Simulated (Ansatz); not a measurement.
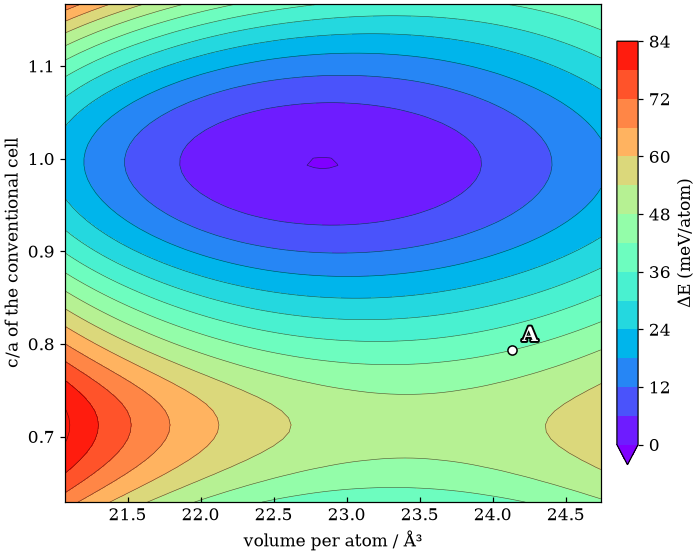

Cd (Fm-3m, No. 225; 1 atom in the cell). 
- The energy is mapped over volume and the cell's shape.
- First axis: volume per atom. Second axis: c/a of the conventional cell.
- Nothing is relaxed (symmetry fixes all fractional coordinates).
- The grid has 7 × 9 points.
- Points are written as (first, second).
- All energies are given in meV/atom relative to the lowest grid point.
- Method: DFT PBE, scalar-relativistic, plane waves, PAW in Ansatz. Settings: cutoff 420 eV, k-mesh 18×18×18, gaussian smearing 0.15 eV, no spin polarisation.

In the figure: filled contours, the point A. Between grid points the surface is interpolated.

**Is A at rest? If not, where is it pushed?**

A, at (24.13 Å³, 0.793), is not a stationary point. The computed force is 7.8 meV/atom for each Å³ towards smaller values of volume per atom and 210 meV/atom for each unit towards larger values of c/a of the conventional cell.
